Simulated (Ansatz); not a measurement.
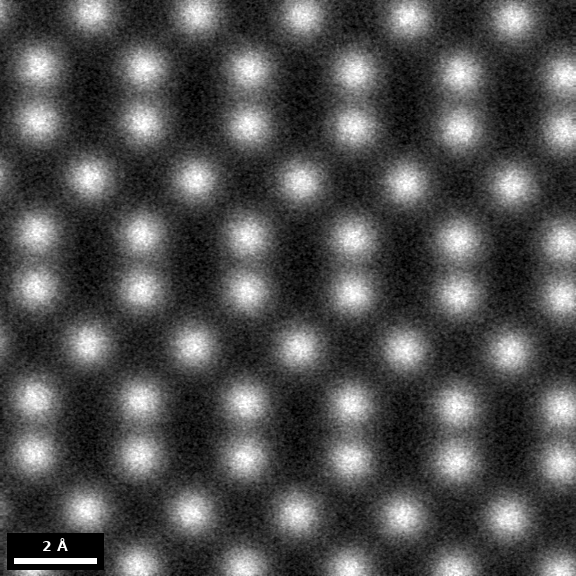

An image along [100] of one of the structures below (computed or model cells, partly hypothetical, each in its standard cell). Simulated as the projected potential of neutral atoms (B = 0.8 Å²) blurred by a 0.50 Å probe, the thin-sample limit of integrated differential phase contrast. The display is stretched by a gamma of 0.8; percentages refer to the linear signal. Shot noise and a slight drift were added.

A. Mo
Space group P6_3/mmc (No. 194). a = 2.738 Å, b = 2.738 Å, c = 4.919 Å, α = 90.00°, β = 90.00°, γ = 120.00°
```
atom  site  symmetry       x       y       z
  Mo    2c      -6m2  0.3333  0.6667  0.2500
```

B. Mo
Space group P6/mmm (No. 191). a = 4.669 Å, b = 4.669 Å, c = 2.563 Å, α = 90.00°, β = 90.00°, γ = 120.00°
| atom | site | symmetry | x | y | z |
| --- | --- | --- | --- | --- | --- |
| Mo | 1a | 6/mmm | 0.0000 | 0.0000 | 0.0000 |
| Mo | 2d | -6m2 | 0.3333 | 0.6667 | 0.5000 |

C. Mo
Space group Im-3m (No. 229). a = 3.113 Å, b = 3.113 Å, c = 3.113 Å, α = 90.00°, β = 90.00°, γ = 90.00°
```tsv
atom	site	symmetry	x	y	z
Mo	2a	m-3m	0.0000	0.0000	0.0000
```

D. Mo
Space group Fd-3m:1 (No. 227). a = 5.690 Å, b = 5.690 Å, c = 5.690 Å, α = 90.00°, β = 90.00°, γ = 90.00°
```json
{"atom": "Mo", "site": "8b", "symmetry": "-43m", "x": "0.2500", "y": "0.2500", "z": "0.7500"}
```

Which of them gives this image?

B, Mo. Along [100] the projected cells are A 2.37 × 4.92 Å, 90°; B 2.56 × 4.04 Å, 90°; C 2.20 × 2.20 Å, 90°; D 2.01 × 2.01 Å, 90°. The image repeats as B does.

Structure B: the input geometry of an electronic-structure calculation (not necessarily at equilibrium); the starting structure was generated, so it need not be a known form of this composition.
